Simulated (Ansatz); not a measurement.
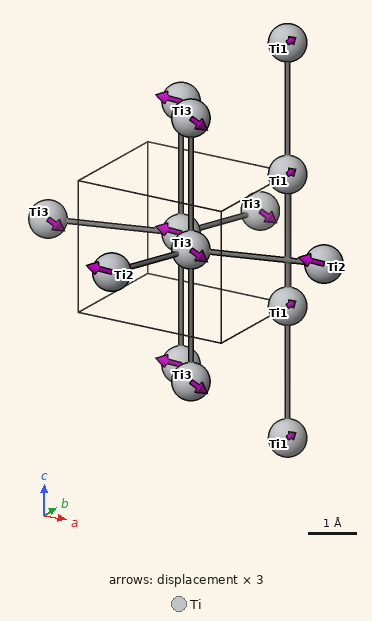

This is a relaxation of crystalline Ti (set up in P1). The starting structure is drawn; purple arrows show the displacements, 3 times their true length.

Style: ball-and-stick. Shown: the cell of the calculation, slightly off an axis.

Case: all atoms moved at random, sigma 0.1 Å for each component; relaxed back.

Method: DFT PBEsol, scalar-relativistic, plane waves, PAW (Ansatz 0.2.0). Settings: plane-wave cutoff 420 eV; k-point mesh 12 × 12 × 12; occupations gaussian; smearing width 0.15 eV; no spin polarisation; cell and atoms relaxed; force threshold 0.01 eV/Å; at most 80 steps.

### What happened in the run?

The largest move relative to the cell is that of Ti2, 0.20 Å along [−2 −2 1]. The drawn cell changes at constant volume: a unchanged at 4.515 Å, b 4.515 → 4.514 Å (0.0 %), c 2.799 → 2.800 Å (0.0 %). Near-neighbour distances that change, for instance: Ti2–Ti3 2.884 → 2.607 Å, Ti2–Ti3 (another image) 2.343 → 2.606 Å, Ti1–Ti2 3.191 → 2.958 Å, Ti1–Ti2 (another image) 3.167 → 2.958 Å. Among the angles between lasting bonds that change: Ti2–Ti3–Ti2 109.7° → 120.0°, Ti2–Ti3–Ti2 130.1° → 120.0°, Ti2–Ti3–Ti3 86.3° → 90.0°. The space group (tolerance 0.01 Å) goes from P1 (No. 1) to P6/mmm (No. 191). Over 4 accepted moves (5 points after the start) the energy falls by 0.230 eV per cell of the calculation. Largest force component: 1.6 eV/Å at the start, 0.00073 eV/Å at the end. The pressure goes from 1.74 to 0.00 GPa. The SCF was repeated once at an unchanged geometry on a basis and grid sized afresh for the cell, which shifted the energy by less than 0.05 meV per cell of the calculation at most.
